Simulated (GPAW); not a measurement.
## Quasiparticle gap of GaAs (F-43m) in GPAW

Wanted: ground state, empty states, screening and self-energy for GaAs (F-43m).

Program: GPAW 26.7.0. Level of theory: PBE and many-body steps on it, plane waves. Results are calculated unless marked as measured.

**The experiments to reproduce.**

- Gap 1.51 eV: band-edge emission energy from PL (direct gap at Gamma); photoluminescence, 633 nm excitation; 77 K; bulk crystal (MBE GaAs matrix around a thin InAs wetting layer on semi-insulating GaAs (100)) (“Photoluminescence of InAs/GaAs quantum dots under direct two-photon excitation”, 2020, pmc:7331710).

- Gap 1.418 ± 0.005 eV: direct gap E0 at Gamma from PR; modulated photoreflectance, low-field lineshape fit; 300 K; bulk crystal (semi-insulating GaAs(001) reference substrate) (“Evidence of valence band perturbations in GaAsN/GaAs(001): A combined variable-angle spectroscopic ellipsometry and modulated photoreflectance investigation”, 2008, arxiv:0805.2212).

- Gap 1.412 ± 0.01 eV: direct gap E0 at Gamma from ellipsometry; variable-angle spectroscopic ellipsometry, parametric critical-point fit; 300 K; bulk crystal (semi-insulating GaAs(001) reference substrate with native oxide) (“Evidence of valence band perturbations in GaAsN/GaAs(001): A combined variable-angle spectroscopic ellipsometry and modulated photoreflectance investigation”, 2008, arxiv:0805.2212).

- Gap 1.42 eV: fundamental direct gap E0 at Gamma, seen as sharp points in Psi and Delta; spectroscopic ellipsometry; 300 K; bulk crystal (semi-insulating GaAs (100) substrate) (“Ellipsometric study of the Electronic Structure of GaMnAs and LT-GaAs”, 2004, arxiv:cond-mat/0404304).

Report form: the programs' logs are mostly left out.

### Step 1. The structure

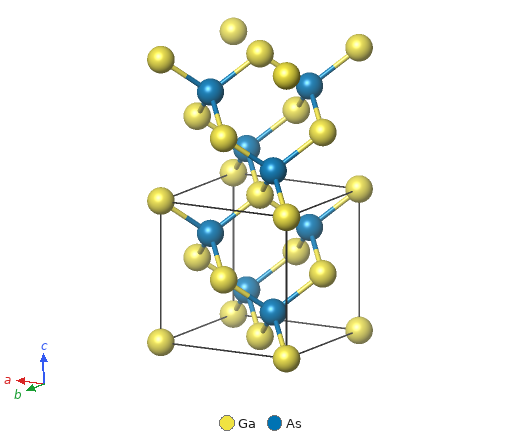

The cell as given, from a free direction (gallium yellow, arsenic blue). 1×1×2 cells are drawn. This picture shows the conventional cell, with its axes. Bonds to atoms that aren't drawn are left out. Some periodic images of atoms are drawn too.

The cell and positions come from the Crystallography Open Database and are kept as given unless a step says otherwise.

### Step 2. Ground state

This step: GPAW 26.7.0; DFT, PBE, plane waves, PAW.

The ground-state density comes first.

run.py reads:

```python
import json
import numpy as np
from gpaw.mpi import world
from ase import Atoms
from gpaw import GPAW, PW, FermiDirac

atoms = Atoms(['Ga', 'As'],
    cell=[[0.0000000000, 2.8268500000, 2.8268500000],
      [2.8268500000, 0.0000000000, 2.8268500000],
      [2.8268500000, 2.8268500000, 0.0000000000]],
    scaled_positions=[[0.0000000000, 0.0000000000, 0.0000000000],
      [0.2500000000, 0.2500000000, 0.2500000000]],
    pbc=(True, True, True))
calc = GPAW(mode=PW(450),
    xc='PBE',
    kpts={'size': (8, 8, 8), 'gamma': True},
    occupations=FermiDirac(0.001),
    nbands=-7,
    convergence={'density': 1e-6, 'bands': -3},
    maxiter=100,
    txt='gs.txt')
atoms.calc = calc
res = {'energy': atoms.get_potential_energy()}
kpts = calc.get_ibz_k_points()
res['kpts'] = kpts
res['eigenvalues'] = [calc.get_eigenvalues(kpt=k) for k in range(len(kpts))]
res['n_electrons'] = calc.get_number_of_electrons()
calc.write('gs.gpw')

if world.rank == 0:
    with open('result.json', 'w') as f:
        json.dump(res, f, default=lambda x: x.tolist())
```

Launch:

```sh
mpirun -n 4 gpaw python run.py
```

Wall time 4.4 s (4 MPI ranks of Arm Neoverse V1, shared host); peak memory 0.58 GiB.

Numbers from this step:

```
total energy               : -8.228 eV
gap                        : 0.5868 eV
k of the valence top       : 0, 0, 0
k of the conduction bottom : 0, 0, 0
least direct gap           : 0.5868 eV
```

The gap is direct, at Γ.

### Step 3. Bands along the symmetry lines

Levels along a band path, at the cheap level, show where the edges lie and whether the meshes to come will hold them.

run.py reads:

```python
import json
import numpy as np
from gpaw.mpi import world
from gpaw import GPAW

path = [[0.000000, 0.000000, 0.000000],
    [-0.062500, -0.062500, 0.000000],
    [-0.125000, -0.125000, 0.000000],
    [-0.187500, -0.187500, 0.000000],
    [-0.250000, -0.250000, 0.000000],
    [-0.312500, -0.312500, 0.000000],
    [-0.375000, -0.375000, 0.000000],
    [-0.437500, -0.437500, 0.000000],
    [-0.500000, -0.500000, 0.000000],
    [-0.484375, -0.484375, 0.031250],
    [-0.468750, -0.468750, 0.062500],
    [-0.453125, -0.453125, 0.093750],
    [-0.437500, -0.437500, 0.125000],
    [-0.421875, -0.421875, 0.156250],
    [-0.406250, -0.406250, 0.187500],
    [-0.390625, -0.390625, 0.218750],
    [-0.375000, -0.375000, 0.250000],
    [-0.375000, 0.000000, 0.375000],
    [-0.328125, 0.000000, 0.328125],
    [-0.281250, 0.000000, 0.281250],
    [-0.234375, 0.000000, 0.234375],
    [-0.187500, 0.000000, 0.187500],
    [-0.140625, 0.000000, 0.140625],
    [-0.093750, 0.000000, 0.093750],
    [-0.046875, 0.000000, 0.046875],
    [0.000000, 0.000000, 0.000000],
    [0.000000, 0.000000, 0.062500],
    [0.000000, 0.000000, 0.125000],
    [0.000000, 0.000000, 0.187500],
    [0.000000, 0.000000, 0.250000],
    [0.000000, 0.000000, 0.312500],
    [0.000000, 0.000000, 0.375000],
    [0.000000, 0.000000, 0.437500],
    [-0.000000, -0.000000, 0.500000],
    [-0.062500, -0.031250, 0.468750],
    [-0.125000, -0.062500, 0.437500],
    [-0.187500, -0.093750, 0.406250],
    [-0.250000, -0.125000, 0.375000],
    [-0.312500, -0.156250, 0.343750],
    [-0.375000, -0.187500, 0.312500],
    [-0.437500, -0.218750, 0.281250],
    [-0.500000, -0.250000, 0.250000],
    [-0.500000, -0.281250, 0.218750],
    [-0.500000, -0.312500, 0.187500],
    [-0.500000, -0.343750, 0.156250],
    [-0.500000, -0.375000, 0.125000],
    [-0.500000, -0.406250, 0.093750],
    [-0.500000, -0.437500, 0.062500],
    [-0.500000, -0.468750, 0.031250],
    [-0.500000, -0.500000, 0.000000]]
calc = GPAW('gs.gpw').fixed_density(kpts=path,
    symmetry='off',
    nbands=14,
    convergence={'bands': 10},
    txt='bands.txt')
res = {}
kpts = calc.get_ibz_k_points()
res['kpts'] = kpts
res['eigenvalues'] = [calc.get_eigenvalues(kpt=k) for k in range(len(kpts))]
res['n_electrons'] = calc.get_number_of_electrons()

if world.rank == 0:
    with open('result.json', 'w') as f:
        json.dump(res, f, default=lambda x: x.tolist())
```

Launch:

```sh
mpirun -n 4 gpaw python run.py
```

Elapsed: 4.4 s, on 4 MPI ranks; peak memory 0.61 GiB.

Numbers from this step:

- gap: 0.5868 eV
- k of the valence top: 0, 0, 0
- k of the conduction bottom: 0, 0, 0
- least direct gap: 0.5868 eV

The gap is 0.587 eV, as in the run before at this level.

Electronic bands along the path, in eV, zero at the top of the highest filled band; v1 is the highest filled band, c1 the lowest empty one:

```
    point      v4     v3     v2     v1    c1    c2     c3     c4
        Γ  -12.70   0.00   0.00   0.00  0.59  3.77   3.77   3.77
        X  -10.34  -6.79  -2.66  -2.66  1.48  1.68  10.22  10.22
        U  -10.39  -6.59  -3.85  -2.25  1.98  4.68   8.01   8.11
jump to K  -10.39  -6.59  -3.85  -2.25  1.98  4.68   8.01   8.11
        Γ  -12.70   0.00   0.00   0.00  0.59  3.77   3.77   3.77
        L  -11.06  -6.61  -1.13  -1.13  1.05  4.67   4.67   7.79
        W  -10.30  -6.59  -3.54  -3.33  4.67  4.75   5.46   6.08
        X  -10.34  -6.79  -2.66  -2.66  1.48  1.68  10.22  10.22
```

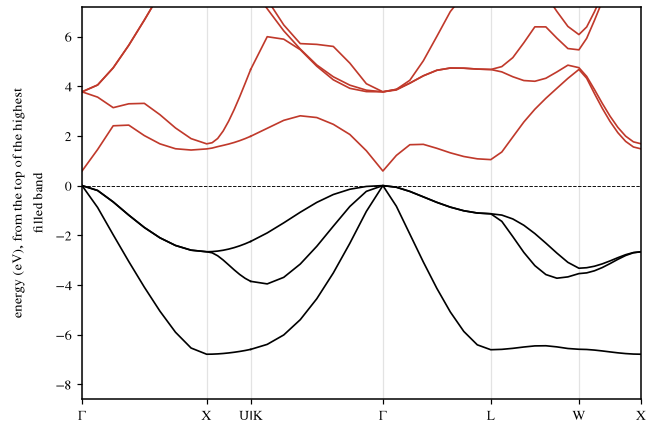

Electronic bands along the path; lines of filled and empty bands in two colours.

### Step 4. Empty states on the mesh, 6×6×6 mesh, 247 bands

The sums over transitions need many empty states on a uniform mesh; this step solves for them.

run.py reads:

```python
import json
import numpy as np
from gpaw.mpi import world
from gpaw import GPAW

calc = GPAW('gs.gpw').fixed_density(kpts={'size': (6, 6, 6), 'gamma': True},
    parallel={'domain': 1, 'band': 1},
    txt='nscf.txt')
calc.diagonalize_full_hamiltonian(nbands=247)
calc.write('full.gpw', mode='all')
res = {}
kpts = calc.get_ibz_k_points()
res['kpts'] = kpts
res['eigenvalues'] = [calc.get_eigenvalues(kpt=k) for k in range(len(kpts))]
res['n_electrons'] = calc.get_number_of_electrons()

if world.rank == 0:
    with open('result.json', 'w') as f:
        json.dump(res, f, default=lambda x: x.tolist())
```

Launch:

```sh
mpirun -n 4 gpaw python run.py
```

It took 8 s on 4 MPI ranks; peak memory 0.94 GiB.

This step gave:

* gap: 0.5868 eV
* k of the valence top: 0, 0, 0
* k of the conduction bottom: 0, 0, 0
* least direct gap: 0.5868 eV
* k points computed: 16
* lowest point of the top converged band, above the valence top: 161.0810 eV

On this mesh the gap is 0.587 eV.

### Step 5. Screening and self-energy, 6×6×6 mesh, 237 bands, screening to 175 eV

G0W0 replaces the xc potential by the self-energy, built once from these orbitals. Only a window of levels is corrected, while the sums run over the empty bands that the input names.

This step: G0W0 on PBE, plane waves, PAW.

run.py reads:

```python
import json
import numpy as np
from gpaw.mpi import world
from gpaw.response.g0w0 import G0W0

gw = G0W0('full.gpw',
    filename='gw',
    kpts=[0],
    bands=(2, 6),
    ecut=175,
    nbands=237,
    integrate_gamma='WS',
    ppa=True)
gw.calculate()
res = {mode: {k: v for k, v in r.items() if k != 'sigma_eskwn'}
       for mode, r in gw.all_results.items()}

if world.rank == 0:
    with open('result.json', 'w') as f:
        json.dump(res, f, default=lambda x: x.tolist())
```

Launch:

```sh
mpirun -n 4 gpaw python run.py
```

Run time: 2.3 min. Hardware: 4 MPI ranks; peak memory 1.1 GiB; 9.4 min of CPU time.

Numbers from this step:

```
G0W0 gap on the points computed              : 1.719 eV
least direct G0W0 gap on the computed points : 1.719 eV
Z at the valence top                         : 0.7831
Z at the conduction bottom                   : 0.7928
starting gap on the mesh                     : 0.5868 eV
k of the valence top                         : 0, 0, 0
k of the conduction bottom                   : 0, 0, 0
```

The gap on the mesh goes from 0.59 eV to 1.72 eV, a correction of +1.13 eV.

Limits: finite bands, cutoff and mesh; no spin-orbit coupling; coarse k mesh. v1 is the top filled band, c1 the lowest empty one. Levels before and after the correction, in eV, zero at the valence-band top of each column:

```
           conduction bottom  valence top
Kohn-Sham               0.59         0.00
     G0W0               1.72         0.00
```

```
             level  energy (eV)
Kohn-Sham  Γ v2-v1        0.000
Kohn-Sham     Γ c1        0.587
Kohn-Sham     Γ c2        3.774
     G0W0  Γ v2-v1        0.000
     G0W0     Γ c1        1.719
     G0W0     Γ c2        4.476
```

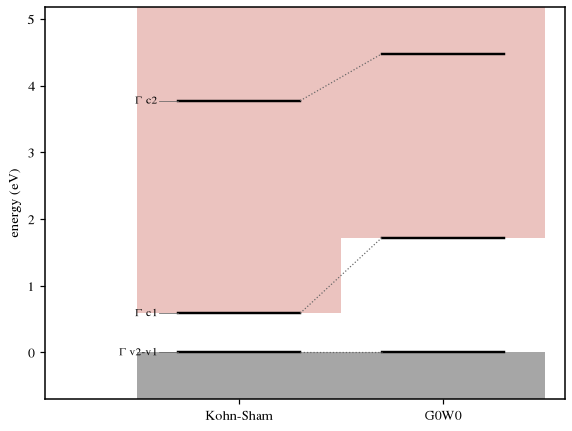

Levels before and after the correction. Shaded: valence and conduction bands.

### Step 6. Where the time went

Times are wall times on 4 MPI ranks of Arm Neoverse V1, shared host, good to a factor of about two.

```
                          step     time  share  memory (GiB)
                  ground state    4.4 s    3 %          0.58
bands along the symmetry lines    4.4 s    3 %          0.61
      empty states on the mesh      8 s    5 %          0.94
     screening and self-energy  2.3 min   89 %           1.1
```

### Step 7. Results

| Quantity | Value |
| --- | --- |
| PBE gap | 0.59 eV, direct |
| G0W0 gap on the mesh | 1.72 eV |
| GW settings | 6×6×6 mesh, 237 bands, screening to 175 eV, Godby-Needs plasmon pole |
| known limits | not at the basis limit; no spin-orbit coupling; coarse k mesh |

What this shows: G0W0 moves the gap on the mesh from 0.59 eV to 1.72 eV (+1.13 eV), with Z of 0.78 and 0.79 at the edges. Only 1 of the mesh's irreducible points was corrected, so a valley elsewhere could overtake. The dearest step here is «screening and self-energy». Against experiment, by G0W0@PBE: the direct gap of 1.72 eV lies +0.21 eV from the measured 1.51 eV (exciton, 77 K, 2020); the direct gap of 1.72 eV lies +0.30 eV from the measured 1.418 ± 0.005 eV (direct, 300 K, 2008); the direct gap of 1.72 eV lies +0.31 eV from the measured 1.412 ± 0.01 eV (direct, 300 K, 2008); the direct gap of 1.72 eV lies +0.30 eV from the measured 1.42 eV (direct, 300 K, 2004). An exciton line or allowed optical edge lies below the quasiparticle gap by the binding energy; a forbidden edge can push the onset above it. The calculation has static nuclei and no excitons; a measured gap holds zero-point and thermal motion, which mostly lowers it. Bands and cutoff are finite, so the gap is not at the basis limit. The miss can reach some tenths of an eV and take either sign; the mesh is an error of its own. These stock PAW sets were not made for GW; the filled d or f shell of As and Ga lies in the frozen core, which bears on start and correction. In the G0W0 run levels were corrected at 1 k point alone, so a gap called «on the mesh» is the least over those, and an edge elsewhere would be missed. The 6×6×6 mesh is coarse for this cell, which bears on the long-range parts of exchange and screening. The many-body steps are scalar-relativistic: spin-orbit coupling is not in them.

[Paths, hosts, dates, memory and timing lines, banners, echoed tables and standing remarks are left out of the program output.]

[Logs are printed without paths, hosts, clocks, repeated set-up lines and the standing remarks that a program may print on its own settings, such as how far it seeks lower states.]

[Runs of the session that timed out or met a known fault of the program may be left out.]

[Hosts, paths, dates, database ids (printed as entryN), source tags and the programs' standing remarks are cut or masked in the printed files.]
